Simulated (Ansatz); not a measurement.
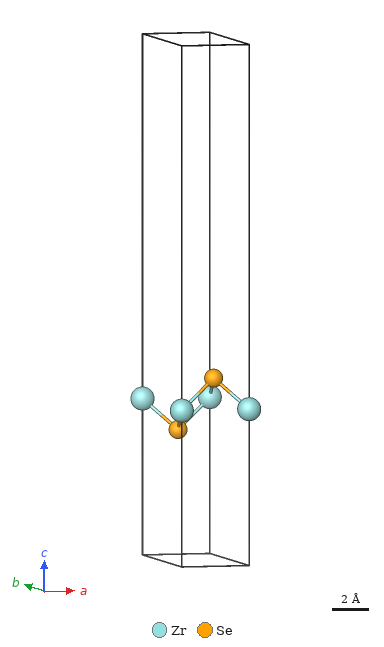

Shown here is a ball-and-stick view of the crystal, taken from the side at a slight tilt. The lines enclose the simulation cell; boundary atoms appear with their images.

The run was set up as follows:
```yaml
crystal:
  lattice:
    - [3.798872871, 0.0, 0.0]
    - [-1.8994364355, 3.289920412, 0.0]
    - [0.0, 0.0, 29.992]
  atoms:
    - { symbol: Zr, position: [0.0, 0.0, 0.3000800213] }
    - { symbol: Se, position: [0.6666666667, 0.3333333333, 0.3528362612] }
    - { symbol: Se, position: [0.3333333333, 0.6666666667, 0.2473237814] }
  periodic: [true, true, false]
basis:
  ecutwfc: 420
kpoints:
  mp_grid: { grid: [12, 12, 1] }
  band_path:
    path:
      - [0.0, 0.0, 0.0]
      - [0.5, 0.0, 0.0]
      - [0.33333333, 0.33333333, 0.0]
      - [0.0, 0.0, 0.0]
    npoints: 14
hamiltonian:
  xc: pbe
scf:
  occupations: { method: gaussian, width: 0.02 }
  n_extra_bands: 7
output:
  forces: true
  stress: true
  eigenvalues: true
  populations: true
  dos: { projected: true, de: 0.02, nscf_kmesh: { grid: [18, 18, 1] } }
  bader: true
  write_density: true
  write_potential: true
  elf: true
  volumetric_format: npy
```
Run as:
```sh
ansatz run input.yaml --threads 1 --pin off --max-ram 2048MiB --backend cpu --events-out ev --progress --plain --runs-dir out
```

The numbers come from DFT PBE, scalar-relativistic, plane waves, PAW (Ansatz), using 420 eV cutoff, k-mesh 12×12×1, Gaussian smearing of 0.02 eV, no spin polarisation.

### Give the Bader charge of each element.

Zr +1.92 e; Se -0.96 e. The transfer is large, as in an ionic solid.

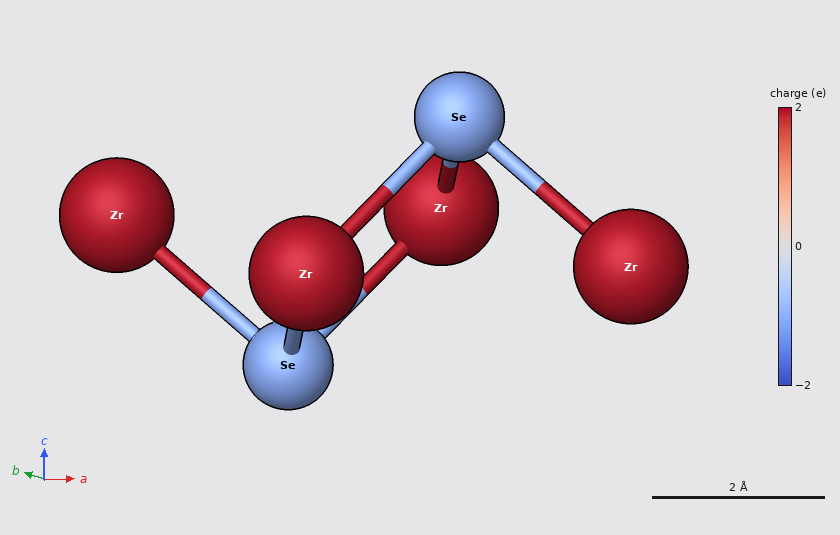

The atoms coloured by those charges.

It derives from a structure type filled with these elements by a generator (whether the compound takes this form wasn't checked). Earlier steps of the study may have refined or changed the cell and positions. Ansatz was used for an electronic-structure calculation on it.
